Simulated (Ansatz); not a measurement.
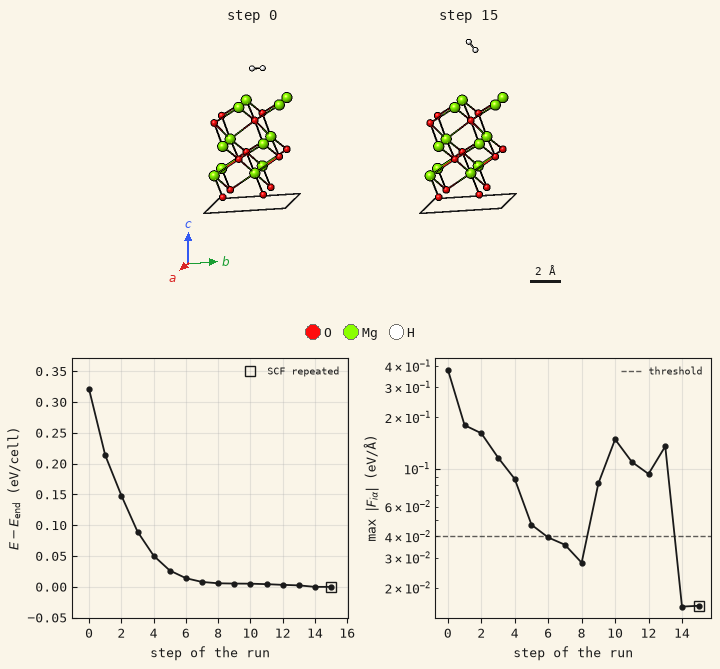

First and last geometry of a constrained relaxation of a slab of composition Mg$_{6}$HO$_{6}$ (cut from the Fm-3m phase), with the history of the run. A ball-and-stick model of the cell of the calculation, outlined in the plane, without the vacuum (origin shifted), seen slightly off an axis.

Case: 1 H2 a cell, flat, over a bridge Mg-Mg site. The slab is the (1 1 1) face of MgO with H2 on it. 12 atoms are held fixed.

Computed with Ansatz 0.2.0, DFT PBE+D3(BJ), scalar-relativistic, plane waves, PAW.

Input file:
```yaml
crystal:
  lattice:
    - [5.9506164706, 0.0, 0.0]
    - [-2.9753082353, 5.1533850317, 0.0]
    - [0.0, 0.0, 24.0733225033]
  atoms:
    - { symbol: O, position: [0.1666666667, 0.3333333333, 0.332318067] }
    - { symbol: O, position: [0.1666666667, 0.8333333333, 0.332318067] }
    - { symbol: O, position: [0.6666666667, 0.3333333333, 0.332318067] }
    - { symbol: O, position: [0.6666666667, 0.8333333333, 0.332318067] }
    - { symbol: Mg, position: [0.3333333333, 0.1666666667, 0.3827749368] }
    - { symbol: Mg, position: [0.3333333333, 0.6666666667, 0.3827749368] }
    - { symbol: Mg, position: [0.8333333333, 0.1666666667, 0.3827749368] }
    - { symbol: Mg, position: [0.8333333333, 0.6666666667, 0.3827749368] }
    - { symbol: O, position: [0.5, 0.5, 0.4332318067] }
    - { symbol: O, position: [0.5, 0.0, 0.4332318067] }
    - { symbol: O, position: [0.0, 0.5, 0.4332318067] }
    - { symbol: O, position: [0.0, 0.0, 0.4332318067] }
    - { symbol: Mg, position: [0.6666666667, 0.3333333333, 0.4797431937] }
    - { symbol: Mg, position: [0.6666666667, 0.8333333333, 0.4797431937] }
    - { symbol: Mg, position: [0.1666666667, 0.3333333333, 0.4797431937] }
    - { symbol: Mg, position: [0.1666666667, 0.8333333333, 0.4797431937] }
    - { symbol: O, position: [0.8333333333, 0.6666666667, 0.5362180305] }
    - { symbol: O, position: [0.8333333333, 0.1666666667, 0.5362180305] }
    - { symbol: O, position: [0.3333333333, 0.6666666667, 0.5362180305] }
    - { symbol: O, position: [0.3333333333, 0.1666666667, 0.5362180305] }
    - { symbol: Mg, position: [0.0, 0.5, 0.5833602589] }
    - { symbol: Mg, position: [0.0, 0.0, 0.5833602589] }
    - { symbol: Mg, position: [0.5, 0.5, 0.5833602589] }
    - { symbol: Mg, position: [0.5, 0.0, 0.5833602589] }
    - { symbol: H, position: [0.25, 0.75, 0.683055679] }
    - { symbol: H, position: [0.2173241837, 0.6108429822, 0.683055679] }
basis:
  ecutwfc: 420
kpoints:
  mp_grid: { grid: [3, 3, 1] }
hamiltonian:
  xc: pbe
  dispersion: d3bj
scf:
  occupations: { method: gaussian, width: 0.05 }
output:
  forces: true
  eigenvalues: true
relax:
  adjacent_minimum: "off"
  f_tol: 0.04
  max_steps: 100
  constraints: [{ sites: [0, 1, 2, 3, 4, 5, 6, 7, 8, 9, 10, 11] }]
efield:
  axis: 3
  dipole_correction: true
  ramp_width: 0.04
```

Command:
```bash
ansatz run input.yaml --threads 4 --pin off --max-ram 10240MiB --backend cpu --events-out ev --progress --plain --runs-dir out
```

**Did the run converge, and what did it change?**

It converged. H26 moves most: 1.85 Å along the normal (+c). Mg and O stay in place. The cell doesn't change. Over 14 accepted moves (15 points after the start) the energy falls by 0.321 eV per cell of the calculation. Largest force component: 0.38 eV/Å at the start, 0.016 eV/Å at the end. 1 step only repeated the SCF at the same geometry. The forces were under the threshold at step 6, but the run went on from there. The run took 4.5 min on 4 threads of Arm Neoverse V1 (shared host), peak memory 1.9 GiB.

Limits of the set-up: the periodic images lie only 6.0 Å apart, so the values are limited by the cell's size.
